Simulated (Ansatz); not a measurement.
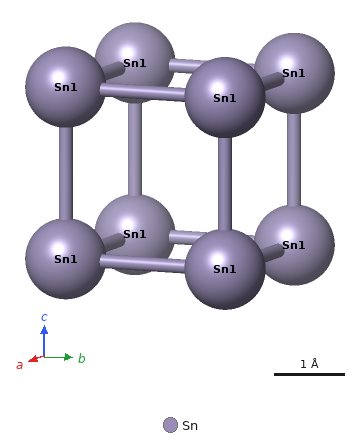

Fig. 1: The structure (ball-and-stick view of the cell of the calculation, seen slightly off an axis; atoms are numbered from 1 in the order of the input). An atom can appear more than once, as a periodic image. Near neighbours in the periodic cell (some may lie outside the picture): Sn has 6 Sn at 2.49 Å.

# Band-structure calculation of Sn

Sn (Pm-3m, 1 atom in the cell), computed with DFT, PBEsol, all-electron LAPW, scalar-relativistic, no spin polarisation (Ansatz 0.2.0).

Its volume is 0.55 times that of the source entry. It belongs to a series of runs on one base structure; here: volume scaled by 0.55, LAPW. Figures and captions count atoms from 1; the log counts them from 0 in places.

What the program printed:
```
Sn: projections on atomic orbitals take those of the free atom 1s2 2s2 2p6 3s2 3p6 3d10 4s2 4p6 4d10 5s2 5p2, of charge +0.00 (hamiltonian.pseudopotentials.projection_atoms)
LAPW: plane waves up to 9.479 Å⁻¹, error target 1.0e-3 eV per atom; small_component_spin mean_spin; Sn in spheres of 1.243 Å, 22 of its electrons in bands, Dirac shells [] (how accurate: hamiltonian.pseudopotentials.lapw.basis_error, Limitations)
Engine: ansatz 0.2.0, aarch64-unknown-linux-gnu
Pseudopotentials: kind: all_electron
Pseudopotential: Sn, LAPW, valence charge 22, lapw/all_electron/scalar/gaussian/Sn, Koelling and Harmon's equation, gaussian nucleus
Functional definition: PBEsol
  exchange = pbesol_x
  correlation = pbesol_c
Crystal: 1 atoms, lattice volume = 15.348 Å³
Basis set: ecut = 342.34218554292914 eV, 251 PW (Γ), exchange–correlation at level 2
Bands: 15, of which v1, the nominal top of the filled ones, is band 11 counted from 1 (10 counted from 0)
Symmetry: 48 space group operations
Space group: Pm-3m (ITA 221), of the structure as read, at distance tolerance 2.5e-5 Å
k-points: 120 of 2744
Non-local potential: Sn, projectors of the file, none
Initial density: superposition of atomic densities (chi_scale 0.1, normalization cell)
Initial wavefunctions: plane waves of lowest kinetic energy (no species holds an atomic orbital)
Functional: x = pbesol(κ = 0.804, μ = 0.12345679012345678), c = pbesol(β = 0.046)
iter 1 solved again at ethr=1.72e-4 eV; its pass at ethr=1.00e-1 eV (dr2=3.78e-2 eV) is discarded
SCF iter   1: F=—  HF=-168012.005930 eV  |F-HF|=—  |Δ(HF+E_count)|=         —  Δρ=2.17e-2  dr2=3.77e-2  ethr=1.72e-4  ⟨swp⟩=3.1  Hψ=13289  notcnv=0
preconditioner: auto → none  [metal: Δε(μ)=0.010 eV  Ē_g=26.962 eV  σ=0.100 eV  W_gap=0.03  n_scr=6 (ndim 8)  ℏωp=35.5 eV  f_vac=0.000  D(μ)=0.37/eV (n_scr^D=0)  sad-step TF]
SCF iter   2: F=—  HF=-168011.962720 eV  |F-HF|=—  |Δ(HF+E_count)|=   4.32e-2  Δρ=1.44e-2  dr2=2.34e-2  ethr=1.71e-4  ⟨swp⟩=2.0  Hψ=4902  notcnv=0
SCF iter   3: F=—  HF=-168011.958338 eV  |F-HF|=—  |Δ(HF+E_count)|=   4.38e-3  Δρ=5.51e-3  dr2=3.13e-3  ethr=1.06e-4  ⟨swp⟩=2.0  Hψ=4814  notcnv=0
iter 4 solved again at ethr=3.81e-8 eV; its pass at ethr=1.42e-5 eV (dr2=8.38e-6 eV) is discarded
SCF iter   4: F=—  HF=-168011.957836 eV  |F-HF|=—  |Δ(HF+E_count)|=   5.01e-4  Δρ=2.87e-4  dr2=8.36e-6  ethr=3.81e-8  ⟨swp⟩=2.3  Hψ=8491  notcnv=0
SCF iter   5: F=—  HF=-168011.957838 eV  |F-HF|=—  |Δ(HF+E_count)|=   1.50e-6  Δρ=5.75e-5  dr2=3.05e-7  ethr=3.80e-8  ⟨swp⟩=2.0  Hψ=4814  notcnv=0
SCF iter   6: F=-168011.957838 eV  HF=-168011.957838 eV  |F-HF|=3.20e-10  |Δ(HF+E_count)|=   1.41e-7  Δρ=1.18e-6  dr2=1.07e-10  ethr=1.39e-9  ⟨swp⟩=2.4  Hψ=4866  notcnv=0
SCF 1 converged in 6 iterations: F = -168011.957838 eV  dr2 = 1.07e-10
NSCF: frozen V_eff on 57 k-points
SCF converged after 6 iterations
Free energy (F): -168011.957838 eV
Harris-Foulkes:  -168011.957838 eV  (|F-HF|=3.20e-10)
Internal energy: -168011.946082 eV  (E = F + TS)
E sigma→0 (E₀):  -168011.951960 eV
Entropy (-TS):   -0.011756 eV (-11.756 meV/atom)
Fermi energy:    27.672804 eV
--- Per-component energies (eV) ---
  E_band       = -431.538684
  E_kinetic    = 176727.654244
  E_xc         = -4429.656263
  E_electrostatic = -340309.944063  (all electrons and nuclei)
  E_smearing   = -0.011756  (= −TS)
  E_closure    = 0.000000  (closes the sum)
  E_atoms      = -168010.797820  (free atoms, spherical and without spin; not in F)
  Σ components = -168011.957838   (vs F -168011.957838, Δ=0.00e0)
  Basis errors (estimates in eV, not in F): energy 3.2e-4 per atom: plane waves 3.0e-4 (1.6e-4 summed), levels above the bands 2.2e-30, relativity 1.7e-8, radial functions 9.4e-6, core shells 1.5e-6; eigenvalues (radial functions only) 4.3e-6; not estimated: angular momenta, meshes, grids; target (lapw.basis_error) 1.0e-3; muffin-tin radii Sn 1.243 Å
--- Forces (eV/Å), atoms counted from 1 ---
  atom   1  Sn     0.00000000     0.00000000     0.00000000
  max |Σ_I F_I| component: 2.36e-32 eV/Å
--- Stress (GPa, compression-positive) ---
      137.593263       0.000000      -0.000000
        0.000000     137.593263       0.000000
       -0.000000       0.000000     137.593263
  P = ⅓ Tr σ = 137.5933 GPa (1375.933 kbar)
--- Band table (eV; the first three rows and the last of 120) ---
  k-point 0: bands = ["-102.9954", "-58.7984", "-58.7984", "-58.7984", "3.1889", "3.1889", "5.2850", "5.2850", "5.2850", "10.2968", "34.8255", "34.8255", "34.8255", "39.3787", "39.3787"]
  k-point 1: bands = ["-102.9948", "-58.8049", "-58.7979", "-58.7979", "3.1963", "3.2561", "5.2542", "5.2542", "5.2875", "10.4356", "33.2705", "35.0044", "35.0044", "39.3754", "40.2969"]
  k-point 2: bands = ["-102.9933", "-58.8230", "-58.7966", "-58.7966", "3.2169", "3.4425", "5.1686", "5.1686", "5.2948", "10.8583", "30.5367", "35.5285", "35.5285", "39.3651", "40.9443"]
  k-point 119: bands = ["-102.9621", "-58.9056", "-58.9056", "-58.9056", "3.8906", "3.8906", "3.8906", "5.8869", "5.8869", "27.3885", "27.3885", "27.3885", "32.3526", "33.9707", "33.9707"]
--- Löwdin populations: 1 site ---
  site symbol       q [e]
     0     Sn     49.9636
  spilling = 0.000728 (of n_electrons = 50.000000)
```

File populations.tsv:
```
# site	symbol	l	j	q
# orbitals = lowdin
# n_electrons = 50.000000
# spilling = 0.000728
# projection_atom_Sn: 1s2 2s2 2p6 3s2 3p6 3d10 4s2 4p6 4d10 5s2 5p2
0	Sn	0_1S	-	1.999996
0	Sn	0_2S	-	1.999819
0	Sn	0_3S	-	1.997242
0	Sn	0_4S	-	1.964890
0	Sn	0_5S	-	1.211077
0	Sn	1_2P	-	5.999998
0	Sn	1_3P	-	5.999776
0	Sn	1_4P	-	5.979125
0	Sn	1_5P	-	2.840865
0	Sn	2_3D	-	9.999994
0	Sn	2_4D	-	9.970800
```

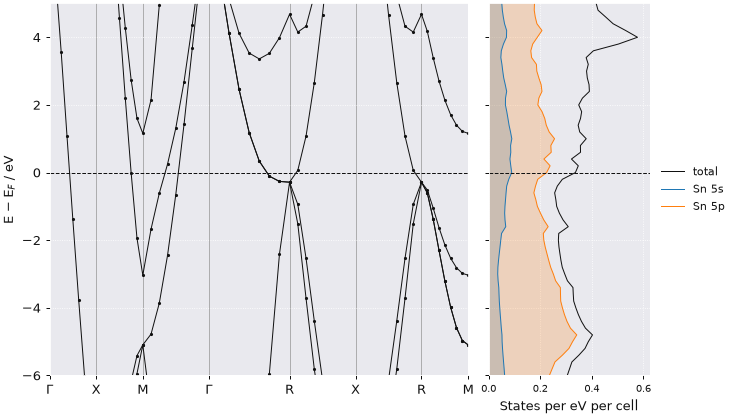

Fig. 2: Band structure along Γ–X–M–Γ–R–X–R–M and density of states (projected on atomic shells), with energies from the Fermi level. Bands cross the Fermi level: a metal at this level of theory.

This output came from the following input.

The input:
```yaml
crystal:
  lattice:
    - [2.4851496351, 0.0, 0.0]
    - [0.0, 2.4851496351, 0.0]
    - [0.0, 0.0, 2.4851496351]
  atoms:
    - { symbol: Sn, position: [0.0, 0.0, 0.0] }
kpoints:
  mp_grid: { grid: [14, 14, 14] }
  band_path:
    path:
      - [0.0, 0.0, 0.0]
      - [0.0, 0.5, 0.0]
      - [0.5, 0.5, 0.0]
      - [0.0, 0.0, 0.0]
      - [0.5, 0.5, 0.5]
      - [0.0, 0.5, 0.0]
      - [0.5, 0.5, 0.5]
      - [0.5, 0.5, 0.0]
    npoints: 8
scf:
  occupations: { method: fermi_dirac, width: 0.1 }
hamiltonian:
  xc: pbesol
  pseudopotentials: { kind: all_electron, lapw: { basis_error: 0.001 } }
output:
  forces: true
  stress: true
  eigenvalues: true
  populations: true
  dos: { projected: true, de: 0.2, e_range: [-14, 8] }
```

Command:
```bash
ansatz run input.yaml --threads 1 --pin off --max-ram 2048MiB --backend cpu --events-out ev --progress --plain --runs-dir out
```

Summary:

```tsv
quantity	value
outcome	converged
space group (tolerance 0.01 Å)	Pm-3m (221)
electrons in bands (core shells apart)	22
free energy	−168011.9578 eV
Fermi energy	27.673 eV
pressure	137.59 GPa
electronic character	metal
largest force (length of the vector)	under 0.001 eV/Å
hardware	1 thread of Arm Neoverse V1, 24 GiB of memory available, shared host
wall time	14 s
peak memory	0.32 GiB
```

Notes:

The cell is under a pressure of 138 GPa at this level, so it is not at its equilibrium volume.
